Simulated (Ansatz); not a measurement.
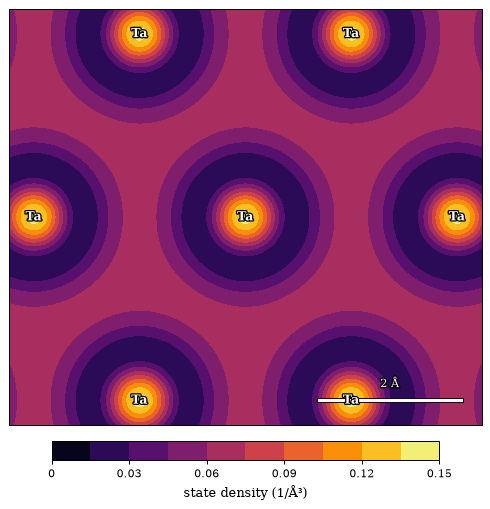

Ta. Density of the Kohn–Sham states from −8.1 to −5.4 eV about the Fermi level (the lower third of the occupied valence band), scaled to one electron a cell: a map on the (111) plane of the conventional cell.

Space group Fm-3m. Spin-orbit coupling, left out here, splits and shifts the levels of such heavy elements, by tenths of an eV up to several eV. This isn't the usual form at ambient conditions.

The calculation used DFT PBE, scalar-relativistic, plane waves, PAW (Ansatz 0.2.0).

Core electrons are frozen (PAW), so the fields are smoothed inside the atomic spheres.

```
CELL_PARAMETERS angstrom
4.22000 0.00000 0.00000
0.00000 4.22000 0.00000
0.00000 0.00000 4.22000
ATOMIC_POSITIONS crystal
Ta 0.00000 0.00000 0.00000
Ta 0.50000 0.50000 0.00000
Ta 0.50000 0.00000 0.50000
Ta 0.00000 0.50000 0.50000
```

Describe these states.

Answer. Projected on a minimal set of atomic orbitals (Löwdin), they are Ta 6s (90 %).
